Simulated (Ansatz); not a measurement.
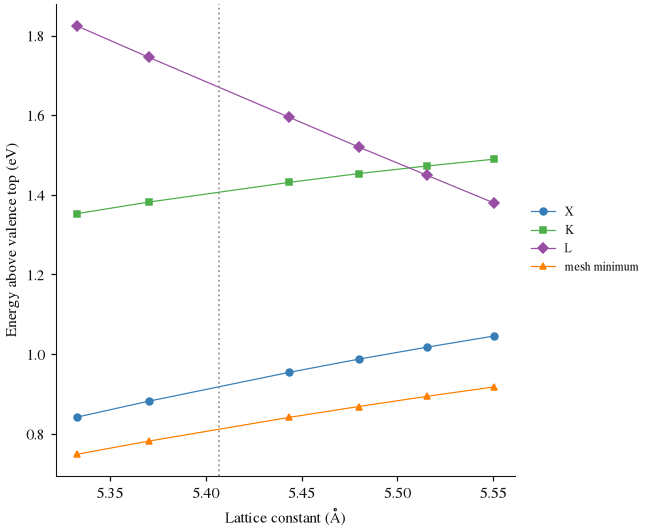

Lowest conduction level at each named k point, counted from the valence-band top at Γ, and the lowest one over the whole k mesh (the mesh minimum, which lies off these points). One run is left out (dotted line).

System: diamond-type Si, space group Fd-3m, 2 atoms in the primitive cell. The cell is scaled uniformly. Ansatz 0.2.0; BLYP with D4 dispersion, Ansatz PAW, no spin polarisation, no spin-orbit coupling, 8×8×8 k mesh, 420 eV cutoff, Fermi-Dirac smearing of 0.05 eV.

| cell | X (eV) | K (eV) | L (eV) | mesh minimum (eV) | pressure (GPa) |
| --- | --- | --- | --- | --- | --- |
| a = 5.333 Å | 0.84 | 1.35 | 1.82 | 0.75 | 5.1 |
| a = 5.370 Å | 0.88 | 1.38 | 1.75 | 0.78 | 2.8 |
| a = 5.444 Å | 0.95 | 1.43 | 1.59 | 0.84 | −1.0 |
| a = 5.480 Å | 0.99 | 1.45 | 1.52 | 0.87 | −2.6 |
| a = 5.515 Å | 1.02 | 1.47 | 1.45 | 0.89 | −3.9 |
| a = 5.550 Å | 1.05 | 1.49 | 1.38 | 0.92 | −5.1 |

What does the missing run, at a = 5.407 Å, give?

Fits through the other points against the logarithm of the volume give 0.92 eV at X, 1.40 eV at K, 1.67 eV at L and 0.81 eV at the mesh minimum (straight lines). The run itself gives 0.92, 1.41, 1.67 and 0.81 eV, within 0.01 eV of the estimates.

What are the deformation potentials dE/d ln V?

Straight lines against ln V have slopes of +1.7 eV at X, +1.1 eV at K, −3.7 eV at L and +1.4 eV at the mesh minimum.

The PAW data sets were made with another functional. LDA, GGA and most meta-GGA functionals understate gaps. Γ is left out: the lowest level there has a kink along the series, as when two levels cross.
